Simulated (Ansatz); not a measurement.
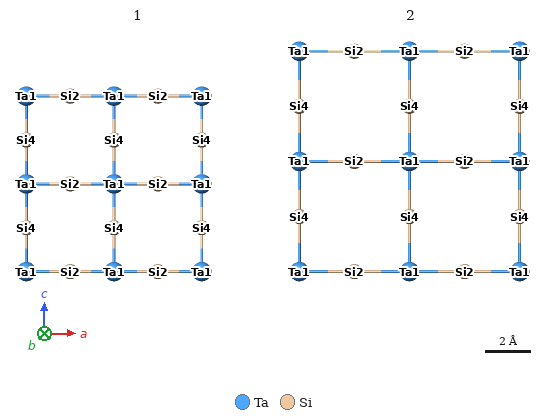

Two geometries of crystalline TaSi₃ (a generated structure, set up in Pm-3m) (coarse preliminary run), drawn at one scale. One is the start of a relaxation, the other its converged end. A ball-and-stick model of the cell of the calculation, repeated 2 × 1 × 2 with one cell outlined, seen along the b axis.

Theory: DFT PBE, scalar-relativistic, plane waves, PAW in Ansatz. Set-up: plane-wave cutoff 420 eV; k-point mesh 4 × 4 × 4; occupations gaussian; smearing width 0.1 eV; no spin polarisation; cell and atoms relaxed; force threshold 0.04 eV/Å; at most 70 steps.

Question: Which geometry has the lower energy?

Answer: Structure 2 is the relaxed one. The energy falls by 14.194 eV per cell of the calculation in 7 accepted moves (9 points after the start). All forces vanish by symmetry, so only the cell relaxes. Pressure: 132.36 GPa at the start and 0.09 GPa at the end. At 2 points the geometry stayed and the basis and grid were re-selected for the new cell (energy shift of 0.143 eV per cell of the calculation at most each time). The atoms keep their places relative to the cell (all moves are under 0.005 Å). The drawn cell changes as follows: a = b = c 3.902 → 4.900 Å (+25.6 %); the volume changes by +98.1 %. Some distances before and after: Si–Si 2.759 → 3.465 Å, Si–Ta 1.951 → 2.450 Å. The space group stays Pm-3m (No. 221). Cost: 6.8 s on 1 thread of Intel(R) Xeon(R) 6975P-C (Granite Rapids) (shared host), peak memory 0.4 GiB.

Limits of the set-up: the k-point mesh is coarse for a cell with partly filled bands.
